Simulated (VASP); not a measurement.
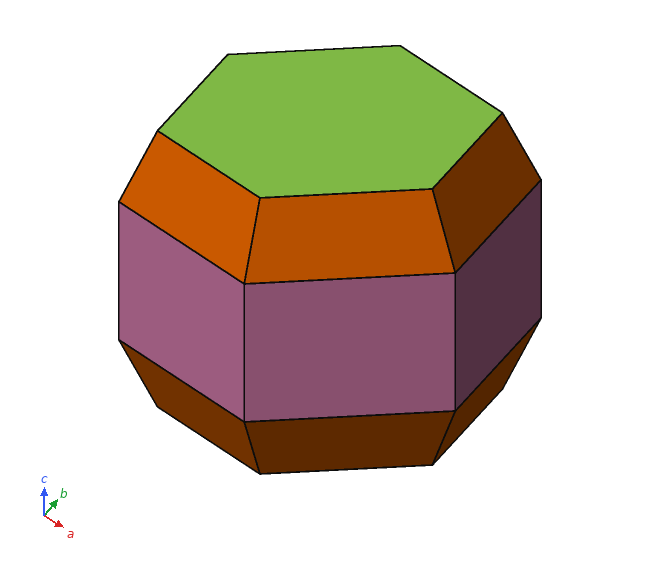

Crystal habit computed by the BFDH rule (growth rate of a face proportional to 1/d, systematic absences taken into account). This is a geometric estimate, not an energy calculation. Faces of one form share a colour. Cell of TaN: space group P6_3/mmc (No. 194), a = 2.924 Å, b = 2.924 Å, c = 5.921 Å, α = 90.00°, β = 90.00°, γ = 120.00°. Origin: the geometry relaxed with VASP Kohn-Sham DFT of a periodic cell, PW91, VASP PAW PBE potentials, recommended in VASP 6.6.1. Forms under 0.4 % of the area are left out.

Question: Which form is which colour?

Answer: pink: {100} (d = 2.53 Å, 36 % of the area); orange: {101} (d = 2.33 Å, 36 % of the area); green: {002} (d = 2.96 Å, 28 % of the area).
